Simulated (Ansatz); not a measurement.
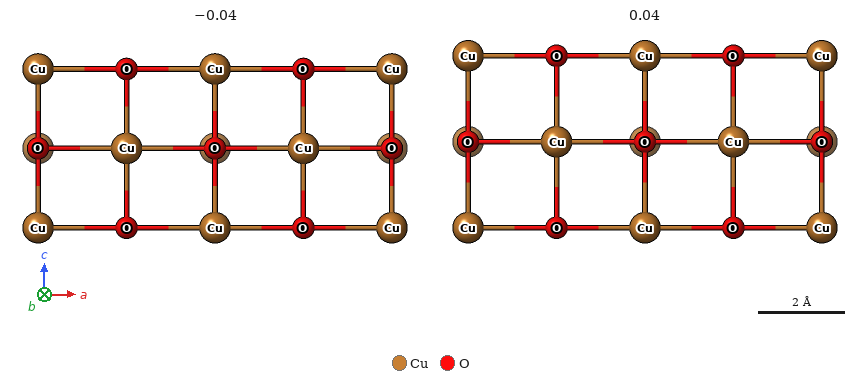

Crystalline CuO (set up in P4/mmm), held at several strains, with the atoms relaxed (per unit of the tabulated number the cell is strained by 1.0 along c). The picture shows the first and the last member. A ball-and-stick model of the cell of the calculation, repeated 2 × 1 × 1 with one cell outlined, seen along the b axis.

Computed with Ansatz 0.2.0: PBEsol, Ansatz PAW. Settings: plane-wave cutoff 420 eV; k-point mesh 6 × 6 × 6; occupations fermi-dirac; smearing width 0.05 eV; no spin polarisation; atoms relaxed in a fixed cell; force threshold 0.01 eV/Å.

```json
{"strain": "−0.04", "energy (meV/atom)": "0.51"}
{"strain": "−0.02", "energy (meV/atom)": "−6.49"}
{"strain": "−0.01", "energy (meV/atom)": "?"}
{"strain": "0", "energy (meV/atom)": "0.00"}
{"strain": "0.01", "energy (meV/atom)": "7.32"}
{"strain": "0.02", "energy (meV/atom)": "16.87"}
{"strain": "0.04", "energy (meV/atom)": "41.63"}
```

Question: One row is withheld. What does the calculation give there?

Answer: A parabola through three neighbouring rows (−0.02, 0, 0.01) gives, with Lagrange weights, (0.3333)(−6.49) + (1.0000)(0.00) + (−0.3333)(7.32) = −4.60 meV/atom. The calculation gives −4.71 meV/atom. The estimate is 0.11 meV/atom too high. The lowest tabulated energy lies at −0.02, so the unstrained cell isn't a minimum along this strain at this level. From the first member to the last: Cu–O 1.866 → 2.022 Å.

The whole series:

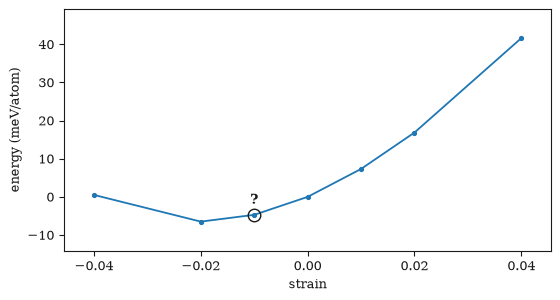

Each member starts from this one structure; whether another phase lies lower wasn't checked.

Limits of the set-up: an element that often carries a moment was run without spin polarisation.
